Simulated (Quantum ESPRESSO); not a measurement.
## A series of single points on Au

System: Au (2 atoms in the cell).
Method: Kohn-Sham DFT of a periodic cell, PBE, SSSP 1.3 efficiency PBE, no spin polarisation (Quantum ESPRESSO 7.5).

The 7 runs differ only in the geometry, by an even scaling of the cell at fixed fractional positions. The structure derives from an entry of the Crystallography Open Database.

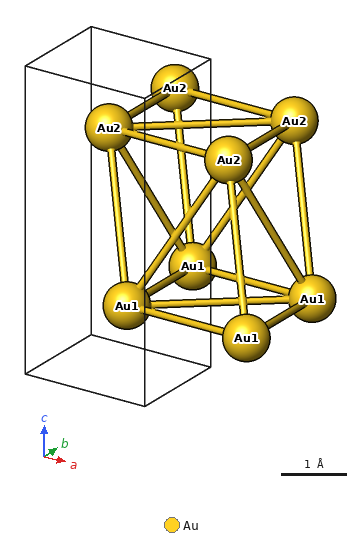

Figure 1. The structure of run 4 (ball-and-stick view of the cell of the calculation, repeated 2 × 2 × 1, seen slightly off an axis; atoms are numbered from 1 in the order of the input).

### Input file of run 4
```
&CONTROL
  calculation = 'scf'
  prefix = 'pwscf'
  outdir = './tmp'
  pseudo_dir = './pseudo'
  tprnfor = .true.
  tstress = .true.
  disk_io = 'low'
/
&SYSTEM
  ibrav = 0
  nat = 2
  ntyp = 1
  ecutwfc = 60
  nbnd = 27
  occupations = 'smearing'
  smearing = 'fd'
  degauss = 0.00367493
/
&ELECTRONS
  conv_thr = 4d-10
  electron_maxstep = 120
  mixing_beta = 0.5
/
ATOMIC_SPECIES
Au   196.9666 Au_ONCV_PBE-1.0.oncvpsp.upf
CELL_PARAMETERS angstrom
   2.9000000000    0.0000000000    0.0000000000
  -1.4500000000    2.5114736710    0.0000000000
   0.0000000000    0.0000000000    4.8800000000
ATOMIC_POSITIONS crystal
Au     0.6666666667    0.3333333333    0.2500000000
Au     0.3333333333    0.6666666667    0.7500000000
K_POINTS automatic
11 11 6 0 0 0
```

### File pp_density.in of run 4
```
&INPUTPP
  prefix = 'pwscf'
  outdir = './tmp'
  filplot = 'density.dat'
  plot_num = 0
/
&PLOT
  nfile = 1
  filepp(1) = 'density.dat'
  iflag = 3
  output_format = 6
  fileout = 'density.cube'
/
```

### File pp_potential.in of run 4
```
&INPUTPP
  prefix = 'pwscf'
  outdir = './tmp'
  filplot = 'potential.dat'
  plot_num = 11
/
&PLOT
  nfile = 1
  filepp(1) = 'potential.dat'
  iflag = 3
  output_format = 6
  fileout = 'potential.cube'
/
```

### File pp_elf.in of run 4
```
&INPUTPP
  prefix = 'pwscf'
  outdir = './tmp'
  filplot = 'elf.dat'
  plot_num = 8
/
&PLOT
  nfile = 1
  filepp(1) = 'elf.dat'
  iflag = 3
  output_format = 6
  fileout = 'elf.cube'
/
```

Command:
```bash
OMP_NUM_THREADS=1 pw.x -in pw.in > pw.out
OMP_NUM_THREADS=1 pp.x -in pp_density.in > pp_density.out
OMP_NUM_THREADS=1 pp.x -in pp_potential.in > pp_potential.out
OMP_NUM_THREADS=1 pp.x -in pp_elf.in > pp_elf.out
```

Run 6 has the same physical settings and fractional positions; its lattice vectors (Å) are:
```
   2.938162    0.000000    0.000000
  -1.469081    2.544523    0.000000
   0.000000    0.000000    4.944218
```

### Results, with one run withheld

```tsv
run	volume per atom (Å³)	free energy per atom, from the lowest run given (meV)	pressure (GPa)
1	16.705	41.05	11.82
2	17.060	19.22	7.74
3	17.416	5.88	4.15
4	17.771	0.00	1.01
5	18.127	0.66	−1.74
6	18.482	?	?
7	18.837	18.41	−6.22
```

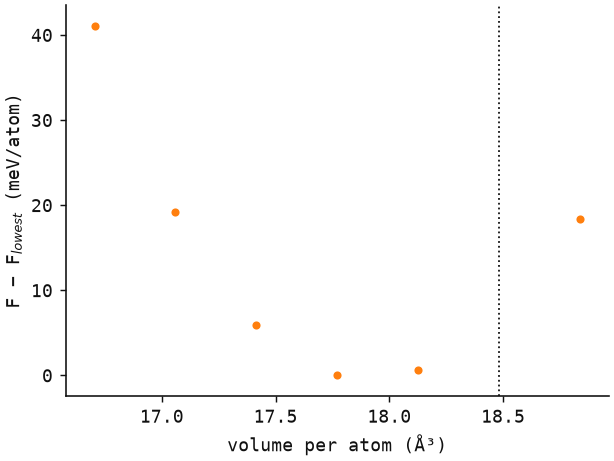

Figure 2. Free energy per atom of the runs given; the dotted line marks run 6.

Fit the runs given and predict run 6.

A cubic polynomial in V^(−2/3) (the Birch–Murnaghan form), fitted to the 6 runs given, misses them by at most 0.01 meV per atom. With x = V^(−2/3) − 0.14763 Å⁻², it reads F = 1.5121 + 2589.5 x + 8.5165e+05 x² + 4.7669e+06 x³ (meV per atom). At run 6 it gives 7.04 meV per atom, and the run itself gives 7.04. The slope of the fit gives a pressure −dF/dV of −4.06 GPa there, and the run prints −4.13 GPa. The two needn't agree exactly: the fit is approximate, and the printed stress is taken on a finite basis. The fit has its minimum at 17.909 Å³ per atom, where V d²F/dV² gives 141 GPa. Cell shape and fractional positions are held, so this is the stiffness under even scaling; the relaxed bulk modulus wasn't computed.

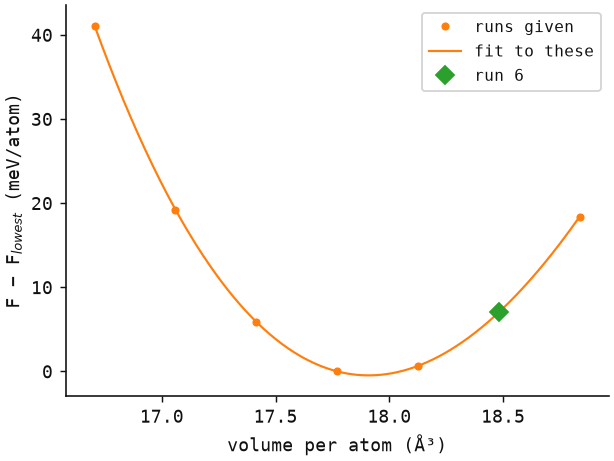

Figure 3. The fit and the withheld run.

### Some lines of the output (run 6)
```
[...]
     unit-cell volume          =     249.4459 (a.u.)^3
     number of k points=    64  Fermi-Dirac smearing, width (Ry)=  0.0037
     total energy              =    -549.34254183 Ry
     total energy              =    -549.34486727 Ry
     total energy              =    -549.34501071 Ry
     total energy              =    -549.34502611 Ry
     total energy              =    -549.34502593 Ry
     total energy              =    -549.34502717 Ry
     the Fermi energy is    18.4359 ev
!    total energy              =    -549.34502717 Ry
     The total energy is F=E-TS. E is the sum of the following terms:
     Computing stress (Cartesian axis) and pressure
          total   stress  (Ry/bohr**3)                   (kbar)     P=      -41.28
```

Notes: Spin–orbit coupling is left out, which matters for Au.
